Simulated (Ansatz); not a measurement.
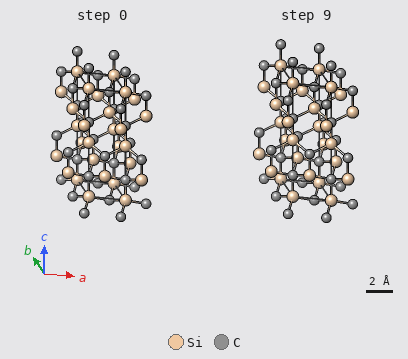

The structure of a crystal of SiC (built on the 4H polytype type) before (left) and after (right) a relaxation, at one scale.

A ball-and-stick model of the cell of the calculation, seen from a free direction.

Theory: Ansatz 0.2.0, DFT, PBE, plane waves, PAW. (plane-wave cutoff 420 eV; k-point mesh 12 × 12 × 4; occupations fermi dirac; smearing width 0.02 eV; no spin polarisation; cell and atoms relaxed; force threshold 0.005 eV/Å)

> Describe what moved and what it gained.

The largest moves relative to the cell, 0.004 Å, are those of C atoms. By element the largest moves are C 0.004 Å, Si 0.002 Å. Cell: a = b 2.958 → 3.094 Å (+4.6 %), c 9.661 → 10.129 Å (+4.8 %). Volume +14.7 %. Near-neighbour distances that change, for instance: C–Si 1.812 → 1.899 Å. The space group stays P6_3mc (No. 186). The energy falls by 1.148 eV per cell of the calculation in 6 accepted moves (9 points after the start). Largest force component: 0.2 eV/Å at the start, 0.0009 eV/Å at the end. Pressure: 38.13 GPa at the start and 0.02 GPa at the end. The line search rejected the trial step at point 4 of the run. The SCF was repeated twice at an unchanged geometry on a basis and grid sized afresh for the cell, which shifted the energy by 37.3 meV per cell of the calculation at most.
